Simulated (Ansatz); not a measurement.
**Geometry relaxation, with input and output: Si$_{16}$C$_{15}$ (part 3 of 3)**

Si$_{16}$C$_{15}$ (defect cell, 31 atoms in the cell); DFT HSE06, scalar-relativistic, plane waves, PAW, no spin polarisation (Ansatz 0.2.0); cutoff 420 eV, 2×2×2 k-mesh, Gaussian smearing of 0.01 eV. The structure derives from a Materials Project entry. It belongs to a series of runs on one base structure; here: C vacancy (site b), charge +0, atoms relaxed at the host's cell.

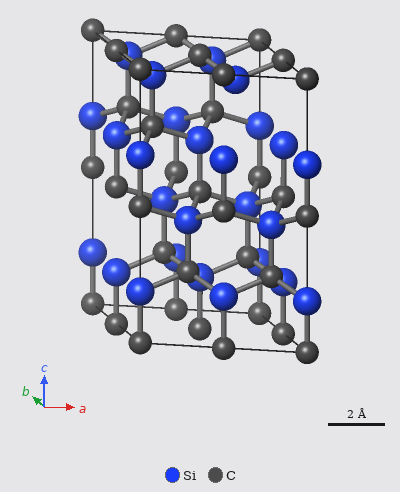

**Figure 1.** The geometry at step 3 of the log (ball-and-stick view of the cell of the calculation, seen slightly off an axis).

Output, continued
```
--- Relaxed structure (5 steps of the walk, 5 accepted, 0 SCFs on fresh bases) ---
  F+E_penalty+E_count = -13948.73234638 eV   max|allowed force component| = 1.033e-2 eV/Å
  atoms:
    - { symbol: Si, position: [0.6658991754398755, 0.3323072576600086, 0.9358094270420249] }
    - { symbol: Si, position: [0.165576216291724, 0.33153859898883453, 0.9380767020957989] }
    - { symbol: Si, position: [0.6668696830387083, 0.8328158014083293, 0.9380996418161566] }
    - { symbol: Si, position: [0.1655593713719713, 0.8327917787103647, 0.9380724420059531] }
    - { symbol: Si, position: [0.33305643747197555, 0.16587779672443348, 0.43783578861196637] }
    - { symbol: Si, position: [0.832532347149489, 0.1659095743206565, 0.4378233292277294] }
    - { symbol: Si, position: [0.33273597893179596, 0.6657148939869798, 0.43849247065530234] }
    - { symbol: Si, position: [0.8325566239043825, 0.6653615154429414, 0.4378201409915179] }
    - { symbol: Si, position: [0.004603445930794425, 0.5016665574219075, 0.6881516146114034] }
    - { symbol: Si, position: [0.49685784126844385, 0.5017059615063407, 0.6882232116567866] }
    - { symbol: Si, position: [-0.0005835297076748867, -0.0009108104342441363, 0.6874093220178107] }
    - { symbol: Si, position: [0.49685794374454056, -0.006028238342830172, 0.6882076079813684] }
    - { symbol: Si, position: [-0.0006360178456538033, -0.000954652351005355, 0.18857779680192047] }
    - { symbol: Si, position: [0.4998584256090721, 5.7008425209947866e-5, 0.1873747155406216] }
    - { symbol: Si, position: [-0.0017103389712430361, 0.4985010529106172, 0.18734977075193038] }
    - { symbol: Si, position: [0.4998634375354308, 0.49852492484507416, 0.1873568766793486] }
    - { symbol: C, position: [0.1642751315657748, 0.3288119021424978, 0.7511209415622556] }
    - { symbol: C, position: [0.6697041354762043, 0.8342776404437978, 0.7511464767921671] }
    - { symbol: C, position: [0.16426882334904797, 0.8342077870095905, 0.7511234656972516] }
    - { symbol: C, position: [0.3328776864980468, 0.16580141623076794, 0.2495270978420219] }
    - { symbol: C, position: [0.8325920288187576, 0.16579783428172595, 0.2495097907883895] }
    - { symbol: C, position: [0.3326737723496461, 0.6656903527599541, 0.24871212455084618] }
    - { symbol: C, position: [0.8325980304716052, 0.6655158604196614, 0.24951017343178505] }
    - { symbol: C, position: [0.49974550743556084, -0.0002302021409796018, 0.5001714025566469] }
    - { symbol: C, position: [0.9993596701387217, -0.000949173628367106, 0.5001782441289424] }
    - { symbol: C, position: [0.4997733656742685, 0.498674091450846, 0.5001658388239255] }
    - { symbol: C, position: [-0.0012789839929253088, 0.49871837209874437, 0.500131270857856] }
    - { symbol: C, position: [0.4995362485296064, 0.49884581550974416, -0.0014112790107120062] }
    - { symbol: C, position: [-0.0011377631553443346, 0.4988109794920944, -0.0014364952044172415] }
    - { symbol: C, position: [0.4995080255331994, -0.000586239702615593, -0.0013832175711967595] }
    - { symbol: C, position: [-0.0006499057558014437, -0.0009431035910793936, 0.001333619066601236] }
```

Trajectory as extended XYZ (Å, eV, eV/Å), 3 of the 5 frames kept, from step=1 to step=5
```
31
Lattice="3.0728 -5.3222 0.0000 3.0728 5.3222 0.0000 0.0000 0.0000 10.0568" Properties=species:S:1:pos:R:3:forces:R:3 step=1 energy=-13948.23493
Si    3.0088   -1.8272    9.4032    1.5276   1.4261   0.4600
Si    1.5364    0.8870    9.4317    0.0296  -0.0212   0.0888
Si    4.6092    0.8870    9.4317   -0.0565  -0.3284  -0.0717
Si    3.0728    3.5481    9.4317   -0.2692   0.1145  -0.5715
Si    1.5364   -0.8870    4.4033   -0.0268   0.0551   0.0555
Si    3.0728   -3.5481    4.4033    0.0451  -0.0454  -0.2318
Si    3.0728    1.7741    4.4033   -0.0629   0.0362   0.5122
Si    4.6092   -0.8870    4.4033    0.0205   0.0050   0.1427
Si    1.3772    2.6606    6.8993    1.9984   0.4952   0.5757
Si    3.0406    0.0189    6.9438    0.8013   0.2204  -0.5720
Si    0.0000    0.0000    6.9185   -0.0890  -0.6431   0.1754
Si    1.6414   -2.6783    6.8894   -1.6876   0.4923   0.8499
Si    0.0000    0.0000    1.8901   -0.0069   0.0519   0.0040
Si    1.5364   -2.6611    1.8901    0.2117   0.0617   0.2985
Si    1.5364    2.6611    1.8901   -0.2866   0.0864   0.0852
Si    3.0728    0.0000    1.8901   -0.0222  -0.2539   0.0130
C     1.5364    0.8870    7.5405   -1.0264  -0.1141   0.4051
C     4.6092    0.8870    7.5405    0.3673  -0.4048   0.2542
C     3.0728    3.5481    7.5405   -0.0871  -0.2199  -0.2035
C     1.5364   -0.8870    2.5121   -0.0173  -0.0262  -0.0639
C     3.0728   -3.5481    2.5121   -0.0236  -0.0209  -0.0937
C     3.0728    1.7741    2.5121    0.1147   0.1018  -0.1727
C     4.6092   -0.8870    2.5121    0.0179   0.0072  -0.0428
C     1.5364   -2.6611    5.0327    0.3380   0.0440  -0.5815
C     3.0728   -5.3222    5.0327    0.0036   0.0624  -0.0530
C     3.0728    0.0000    5.0327   -0.1114  -0.1896   0.1156
C     1.5364    2.6611    5.0327   -0.3732  -0.0113  -0.5196
C     3.0728    0.0000    0.0043   -0.1947  -0.4299  -0.5059
C     1.5364    2.6611    0.0043   -0.3915  -0.0790  -0.5004
C     1.5364   -2.6611    0.0043   -0.7517  -0.5203   0.0375
C     0.0000    0.0000    0.0043    0.0092   0.0484   0.1102
31
Lattice="3.0728 -5.3222 0.0000 3.0728 5.3222 0.0000 0.0000 0.0000 10.0568" Properties=species:S:1:pos:R:3:forces:R:3 step=3 energy=-13948.72748
Si    3.0642   -1.7682    9.4368   -0.0155  -0.0867  -0.1571
Si    1.5247    0.8837    9.4314   -0.0147   0.0241  -0.0304
Si    4.6089    0.8837    9.4333    0.0015   0.0196  -0.0282
Si    3.0661    3.5523    9.4273   -0.0055  -0.0331   0.0181
Si    1.5333   -0.8896    4.4025    0.0228  -0.0007   0.0324
Si    3.0694   -3.5472    4.4035   -0.0190  -0.0251  -0.0090
Si    3.0689    1.7734    4.4086    0.0274  -0.0353   0.0864
Si    4.6041   -0.8906    4.4009   -0.0225   0.0237   0.0435
Si    1.5457    2.6484    6.9196    0.0504  -0.0394  -0.0121
Si    3.0715    0.0255    6.9231   -0.0179  -0.0275  -0.0558
Si   -0.0024   -0.0051    6.9131   -0.0148  -0.0337  -0.0690
Si    1.5230   -2.6734    6.9263   -0.0421  -0.0192  -0.0783
Si   -0.0060   -0.0027    1.8948    0.0169  -0.0067   0.0474
Si    1.5344   -2.6620    1.8861    0.0054   0.0214  -0.0083
Si    1.5245    2.6615    1.8833    0.0118  -0.0078   0.0075
Si    3.0673   -0.0060    1.8837   -0.0201  -0.0025   0.0500
C     1.5159    0.8724    7.5512    0.0137   0.0510   0.0357
C     4.6247    0.8736    7.5531   -0.0076   0.0198   0.0416
C     3.0699    3.5585    7.5458   -0.0149   0.0732   0.1180
C     1.5320   -0.8903    2.5087   -0.0031   0.0131  -0.0215
C     3.0665   -3.5507    2.5103    0.0089   0.0145  -0.0520
C     3.0664    1.7722    2.5027   -0.0083   0.0053  -0.0285
C     4.6022   -0.8899    2.5077    0.0044   0.0018  -0.0242
C     1.5379   -2.6605    5.0315   -0.0230   0.0003  -0.0094
C     3.0684   -5.3233    5.0278    0.0013  -0.0184   0.0287
C     3.0691   -0.0064    5.0311    0.0082   0.0217  -0.0282
C     1.5296    2.6603    5.0285    0.0044   0.0168  -0.0155
C     3.0659    0.0023   -0.0141    0.0141   0.0101   0.0648
C     1.5257    2.6613   -0.0181    0.0523   0.0216   0.0635
C     1.5307   -2.6617   -0.0134   -0.0242   0.0194   0.0308
C    -0.0062   -0.0013    0.0136    0.0062  -0.0228  -0.0437
31
Lattice="3.0728 -5.3222 0.0000 3.0728 5.3222 0.0000 0.0000 0.0000 10.0568" Properties=species:S:1:pos:R:3:forces:R:3 step=5 energy=-13948.73235
Si    3.0673   -1.7754    9.4113    0.0037  -0.0018  -0.0103
Si    1.5275    0.8833    9.4341   -0.0005   0.0015   0.0045
Si    4.6082    0.8832    9.4343    0.0001   0.0009   0.0041
Si    3.0677    3.5511    9.4340   -0.0006  -0.0017   0.0065
Si    1.5331   -0.8898    4.4032    0.0014   0.0004  -0.0049
Si    3.0680   -3.5479    4.4031   -0.0003  -0.0012  -0.0057
Si    3.0680    1.7722    4.4098    0.0014  -0.0021  -0.0031
Si    4.6028   -0.8898    4.4031   -0.0007   0.0012  -0.0050
Si    1.5557    2.6455    6.9206    0.0015   0.0005   0.0037
Si    3.0684    0.0258    6.9213   -0.0011  -0.0001  -0.0017
Si   -0.0046   -0.0017    6.9131   -0.0009  -0.0002   0.0039
Si    1.5082   -2.6765    6.9212   -0.0025  -0.0002   0.0026
Si   -0.0049   -0.0017    1.8965   -0.0005  -0.0002  -0.0056
Si    1.5361   -2.6600    1.8844    0.0013   0.0015  -0.0094
Si    1.5265    2.6622    1.8841    0.0007   0.0008  -0.0099
Si    3.0678   -0.0071    1.8842    0.0001  -0.0025  -0.0075
C     1.5151    0.8757    7.5539   -0.0008  -0.0008  -0.0010
C     4.6214    0.8759    7.5541   -0.0011  -0.0021  -0.0022
C     3.0681    3.5656    7.5539    0.0001   0.0026  -0.0030
C     1.5323   -0.8892    2.5094   -0.0009   0.0006   0.0039
C     3.0678   -3.5488    2.5093   -0.0010  -0.0018   0.0060
C     3.0677    1.7724    2.5013    0.0003   0.0000   0.0095
C     4.6034   -0.8892    2.5093    0.0011   0.0020   0.0046
C     1.5349   -2.6610    5.0301    0.0020   0.0011   0.0018
C     3.0679   -5.3238    5.0302    0.0008  -0.0015   0.0006
C     3.0680   -0.0059    5.0301    0.0007   0.0017   0.0055
C     1.5285    2.6611    5.0297   -0.0034   0.0022   0.0045
C     3.0678   -0.0037   -0.0142   -0.0012   0.0007   0.0035
C     1.5292    2.6608   -0.0144    0.0002  -0.0013   0.0032
C     1.5331   -2.6616   -0.0139    0.0000   0.0002   0.0000
C    -0.0049   -0.0016    0.0134    0.0004  -0.0003   0.0014
```

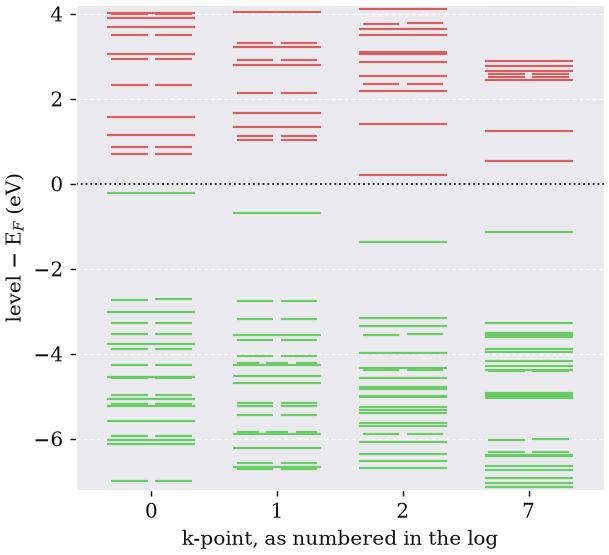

**Figure 2.** Kohn–Sham levels near the Fermi level (dotted) at the few k-points that the log prints; levels within 0.02 eV of each other stand side by side. Among these points the highest filled and lowest empty levels are 0.41 eV apart, which is the gap on the mesh.

This output came from the following input.

The input
```yaml
crystal:
  lattice:
    - [3.0727758471, -5.322203899, 0.0]
    - [3.0727758571, 5.3222038932, 0.0]
    - [0.0, 0.0, 10.0568153493]
  atoms:
    - { symbol: Si, position: [0.6612585377, 0.3179341591, 0.9350039921] }
    - { symbol: Si, position: [0.1666666667, 0.3333333333, 0.9378422673] }
    - { symbol: Si, position: [0.6666666667, 0.8333333333, 0.9378422673] }
    - { symbol: Si, position: [0.1666666667, 0.8333333333, 0.9378422673] }
    - { symbol: Si, position: [0.3333333333, 0.1666666667, 0.4378422673] }
    - { symbol: Si, position: [0.8333333333, 0.1666666667, 0.4378422673] }
    - { symbol: Si, position: [0.3333333333, 0.6666666667, 0.4378422673] }
    - { symbol: Si, position: [0.8333333333, 0.6666666667, 0.4378422673] }
    - { symbol: Si, position: [-0.0258580731, 0.4740485298, 0.6860335344] }
    - { symbol: Si, position: [0.4929829521, 0.496538652, 0.6904525203] }
    - { symbol: Si, position: [0.0, 0.0, 0.6879404882] }
    - { symbol: Si, position: [0.5186927308, 0.0154676797, 0.6850495225] }
    - { symbol: Si, position: [0.0, 0.0, 0.1879404882] }
    - { symbol: Si, position: [0.5, 0.0, 0.1879404882] }
    - { symbol: Si, position: [0.0, 0.5, 0.1879404882] }
    - { symbol: Si, position: [0.5, 0.5, 0.1879404882] }
    - { symbol: C, position: [0.1666666667, 0.3333333333, 0.7497875246] }
    - { symbol: C, position: [0.6666666667, 0.8333333333, 0.7497875246] }
    - { symbol: C, position: [0.1666666667, 0.8333333333, 0.7497875246] }
    - { symbol: C, position: [0.3333333333, 0.1666666667, 0.2497875246] }
    - { symbol: C, position: [0.8333333333, 0.1666666667, 0.2497875246] }
    - { symbol: C, position: [0.3333333333, 0.6666666667, 0.2497875246] }
    - { symbol: C, position: [0.8333333333, 0.6666666667, 0.2497875246] }
    - { symbol: C, position: [0.5, 0.0, 0.5004287199] }
    - { symbol: C, position: [1.0, 0.0, 0.5004287199] }
    - { symbol: C, position: [0.5, 0.5, 0.5004287199] }
    - { symbol: C, position: [0.0, 0.5, 0.5004287199] }
    - { symbol: C, position: [0.5, 0.5, 0.0004287199] }
    - { symbol: C, position: [0.0, 0.5, 0.0004287199] }
    - { symbol: C, position: [0.5, 0.0, 0.0004287199] }
    - { symbol: C, position: [0.0, 0.0, 0.0004287199] }
  host:
    lattice:
      - [3.0727758521, -2.9e-09, 0.0]
      - [-1.5363879236, 2.6611019495, 0.0]
      - [0.0, 0.0, 10.0568153493]
    atoms:
      - { symbol: Si, position: [0.6666666667, 0.3333333333, 0.9378422673] }
      - { symbol: Si, position: [0.3333333333, 0.6666666667, 0.4378422673] }
      - { symbol: Si, position: [0.0, 0.0, 0.6879404882] }
      - { symbol: Si, position: [0.0, 0.0, 0.1879404882] }
      - { symbol: C, position: [0.6666666667, 0.3333333333, 0.7497875246] }
      - { symbol: C, position: [0.3333333333, 0.6666666667, 0.2497875246] }
      - { symbol: C, position: [0.0, 0.0, 0.5004287199] }
      - { symbol: C, position: [0.0, 0.0, 0.0004287199] }
basis:
  ecutwfc: 420
  xc_grid: 2
kpoints:
  mp_grid: { grid: [2, 2, 2], shift: [0.0, 0.0, 0.0] }
hamiltonian:
  xc: hse06
scf:
  occupations: { method: gaussian, width: 0.01 }
output:
  forces: true
  stress: false
  eigenvalues: true
  charged_corrections: { defect_position: [0.66666667, 0.33333333, 0.74978752] }
relax:
  adjacent_minimum: "off"
  f_tol: 0.025
  max_steps: 45
```

Command:
```bash
ansatz run input.yaml --threads 8 --pin off --max-ram 20480MiB --backend cpu --events-out ev --progress --plain --runs-dir out
```

Summary

```json
{"quantity": "outcome", "value": "converged"}
{"quantity": "electrons treated", "value": "124"}
{"quantity": "free energy", "value": "−13948.7323 eV"}
{"quantity": "Fermi energy", "value": "11.280 eV"}
{"quantity": "gap on the k-point mesh", "value": "0.41 eV"}
{"quantity": "final volume", "value": "328.94 Å³"}
{"quantity": "largest force (length of the vector) at the end", "value": "0.011 eV/Å"}
{"quantity": "hardware", "value": "8 threads of AMD EPYC (Zen 5), 64 GiB of memory available, shared host"}
{"quantity": "wall time", "value": "89 s (CPU time 11 min)"}
{"quantity": "peak memory", "value": "5.5 GiB"}
```
